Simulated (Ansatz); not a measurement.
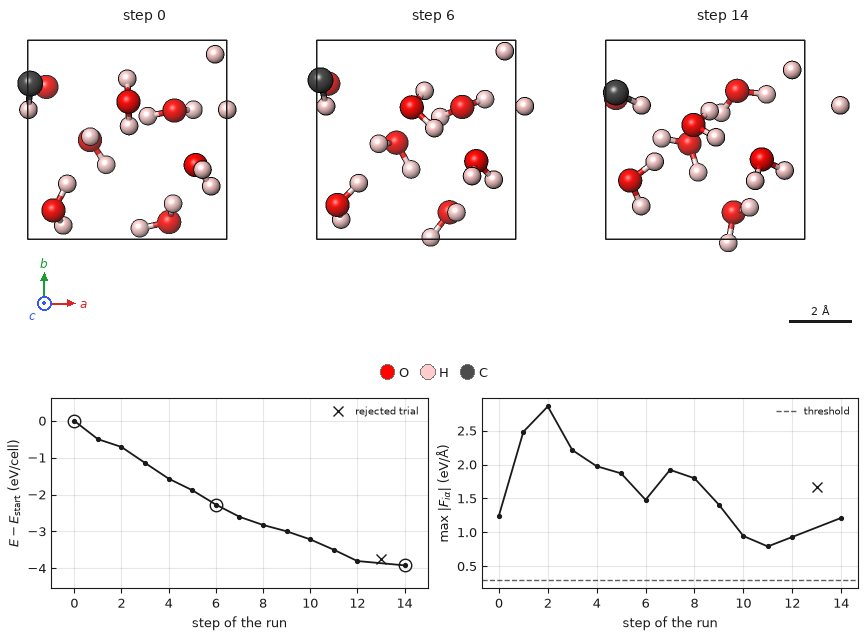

Frames of a relaxation of an amorphous cell of composition H14CO7, marked on the history of the run. Style: ball-and-stick. Shown: the cell of the calculation, along the c axis.

The cell holds 6 H2O + 1 H2CO. The run prepares the start of a later molecular dynamics calculation, from a guessed geometry.

These are results of DFT LDA, scalar-relativistic, plane waves, PAW in Ansatz 0.2.0, not measurements. (plane-wave cutoff 420 eV; k-point mesh 1 × 1 × 1; occupations fermi dirac; smearing width 0.02 eV; no spin polarisation; atoms relaxed in a fixed cell; force threshold 0.3 eV/Å; at most 15 steps)

> Describe the path.

The relaxation stopped without meeting its thresholds, so the last structure isn't shown to be converged. It used up its limit of 15 steps. The atom that moves furthest is an H atom (1.26 Å roughly along [2 0 1]). Largest moves by element: H 1.26 Å, O 1.03 Å, C 0.59 Å. The cell stays as it was. Among the contacts that change: H–O 0.969 → 1.017 Å, H–O 0.969 → 0.995 Å, C–H 1.104 → 1.126 Å, C–O 1.220 → 1.232 Å. Among the angles between lasting bonds that change: H–O–H 104.0° → 110.1°, H–O–H 104.0° → 100.0°, H–C–H 115.7° → 119.5°. Over 13 accepted moves (14 points after the start) the energy falls by 3.921 eV per cell of the calculation. The largest force component goes from 1.2 to 1.2 eV/Å. The line search rejected the trial step at point 13 of the run. The run took 13 s on 1 thread of Intel(R) Xeon(R) Platinum 8488C (Sapphire Rapids), with other jobs on the host, peak memory 0.38 GiB. From step 0 to 6: an H atom moves most (0.80 Å), energy −2.271 eV per cell of the calculation. From step 6 to 14: an H atom moves most (0.90 Å), energy −1.650 eV per cell of the calculation.

| step | E − E(0), meV/atom | largest force component, eV/Å | note |
| --- | --- | --- | --- |
| 0 | 0.00 | 1.2465 |  |
| 1 | -22.53 | 2.4834 |  |
| 2 | -32.21 | 2.8581 |  |
| 3 | -51.91 | 2.2145 |  |
| 4 | -71.29 | 1.9757 |  |
| 5 | -85.51 | 1.8701 |  |
| 6 | -103.22 | 1.4799 |  |
| 7 | -118.30 | 1.9220 |  |
| 8 | -128.39 | 1.7982 |  |
| 9 | -136.19 | 1.4076 |  |
| 10 | -146.15 | 0.9461 |  |
| 11 | -158.92 | 0.7922 |  |
| 12 | -172.89 | 0.9318 |  |
| 13 | -170.00 | 1.6621 | rejected |
| 14 | -178.21 | 1.2133 |  |

Limits of the set-up: the periodic images lie only 6.4 Å apart, so the values are limited by the cell's size.
